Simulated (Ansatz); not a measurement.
## Electronic structure of Zn4HO4 (distorted or defective cell) in real space

Input

```
crystal:
  lattice:
    - [5.5148137916, 0.0, 0.0]
    - [0.0, 5.5148137916, 0.0]
    - [0.0, 0.0, 3.2430062931]
  atoms:
    - { symbol: Zn, position: [0.182065724, 0.182065724, 0.5] }
    - { symbol: Zn, position: [0.817934276, 0.817934276, 0.5] }
    - { symbol: Zn, position: [0.682065724, 0.317934276, 0.0] }
    - { symbol: Zn, position: [0.317934276, 0.682065724, 0.0] }
    - { symbol: O, position: [0.8180023132, 0.1819976868, 0.5] }
    - { symbol: O, position: [0.1819976868, 0.8180023132, 0.5] }
    - { symbol: O, position: [0.6819976868, 0.6819976868, 0.0] }
    - { symbol: O, position: [0.3180023132, 0.3180023132, 0.0] }
    - { symbol: H, position: [1.0000405349, 0.1819976868, 0.0] }
basis:
  ecutwfc: 420
kpoints:
  mp_grid: { grid: [4, 4, 8] }
hamiltonian:
  xc: pbesol
  pseudopotentials: { kind: paw, azcp: { folder: soft_1 } }
scf:
  occupations: { method: gaussian, width: 0.05 }
output:
  forces: true
  stress: true
  eigenvalues: true
  write_density: true
  write_potential: true
  elf: true
  volumetric_format: npy
```

Run with:

```sh
ansatz run input.yaml --threads 4 --pin off --max-ram 8192MiB --backend cpu --events-out ev --progress --plain --runs-dir out
```

Not relaxed (largest force 0.8 eV/Å); computed pressure about 5 GPa in this cell; computed without spin polarisation; PAW files of the earlier set (soft_1).

All numbers below come from Ansatz, DFT PBEsol, scalar-relativistic, plane waves, PAW.

In a PAW calculation such maps are meaningful between the atoms, not at the nuclei.

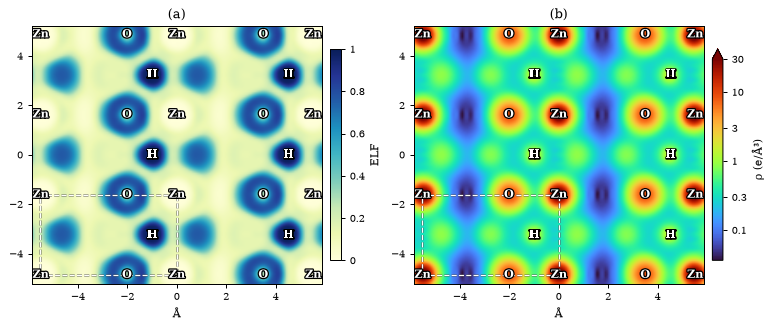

Figure 1. (a) ELF; (b) valence electron density on the (010) plane of the calculation cell.

Interpret the plot.

Answer. Atoms in the plane: Zn, O and H. Atoms just off the plane (Zn, 0.7 Å away and O, 0.7 Å away) can leave unmarked features too. Zn–H (1.91 Å): ρ is about 0.43 e/Å³ halfway; the ELF climbs to about 1 towards the hydrogen. Zn–O (2.01 Å): the density is about 0.57 e/Å³ at the midpoint; the ELF peaks at about 0.85 in the valence shell of O, 0.6 Å from its nucleus, and is about 0.20 at the midpoint (no localised pair shows between them). Between the atoms the lowest density in this plane is 0.04 e/Å³.

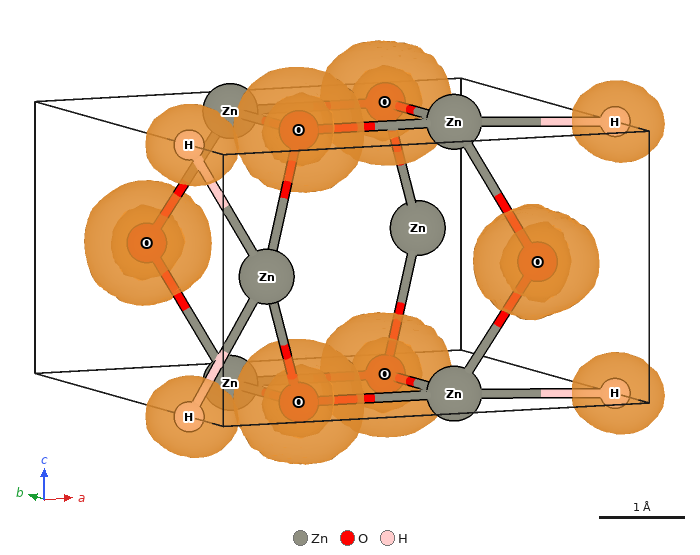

Figure 2. Isosurface of the electron localisation function at 0.75 (orange), seen slightly off an axis. Only the valence region is drawn (cores and ρ < 0.01 e/Å³ removed). Sticks mark near contacts.

Where are the electrons localised?

Answer. The surface consists of one region around a hydrogen nucleus and four regions wrapped around O (the valence shell of each), counted in one cell of 9 atoms. Any copies at cell faces, edges or corners count once. Along the contacts the grid gives the following. Zn–O (1.94 Å): the ELF peaks at about 0.85 in the valence shell of O, 0.6 Å from its nucleus, and is about 0.25 at the midpoint (no localised pair shows between them).

Does the calculation give a band gap?

Answer. It is gapless in this calculation (a metal or semimetal).
